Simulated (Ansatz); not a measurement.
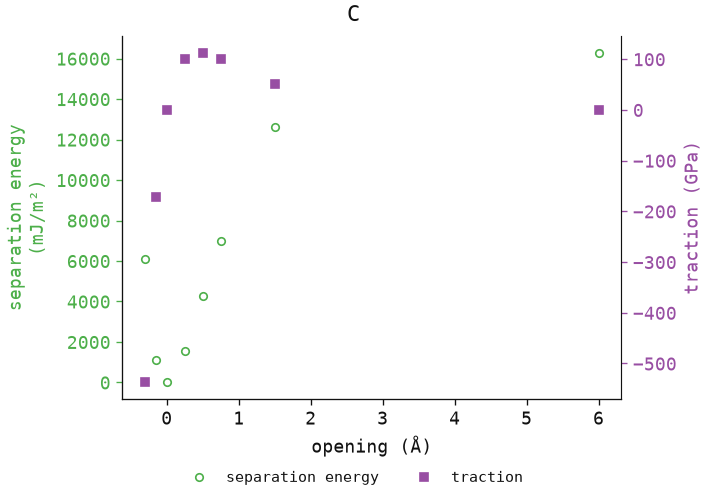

The picture above shows the separation energy and traction against opening for C, space group R-3m (No. 166).

Starting cell:
```xyz
10
Lattice="-2.4913 0.0000 0.0000 -1.2456 -2.1575 0.0000 1.2456 0.7192 10.2539" Properties=species:S:1:pos:R:3 pbc="T T T"
C     0.7466    0.4311    6.9096
C    -2.9903   -1.7264    5.3827
C     0.7466    0.4311    9.4898
C    -2.9903   -1.7264    2.8025
C    -0.4990   -0.2881    0.7639
C    -2.9903   -1.7264    1.2746
C    -0.4990   -0.2881    7.4237
C    -1.7447   -1.0073    4.8686
C    -0.4990   -0.2881    8.9759
C    -1.7447   -1.0073    3.3165
```

Computed with Ansatz 0.2.0: rigid opening of a crystal across a plane by lengthening cell vector c along the normal, one cut a cell, unrelaxed, by plane-wave density functional theory with PAW datasets, free energies less that of the undisturbed cell; scalar-relativistic. Level: LDA, no spin polarisation.

- wave cutoff: 420 eV
- k mesh: 10×10×3
- occupations: Gaussian
- smearing width: 0.05 eV
- k shift: (0, 0, 0) (mesh steps)
- start: relaxed
- height of the cut: 0 (fraction of cell vector c)

The points at opening 1.00 Å, 2.00 Å and 3.00 Å are left out of the plot. What values does the calculation give there?

| opening (Å) | separation energy (mJ/m²) | traction (GPa) |
| --- | --- | --- |
| 1.00 | 9286.0 | 84 |
| 2.00 | 14585.2 | 28 |
| 3.00 | 16047.7 | 5 |

Keep in mind: gap closes along the scan on a mesh chosen for the insulator; odd k mesh can miss points on the zone edge.
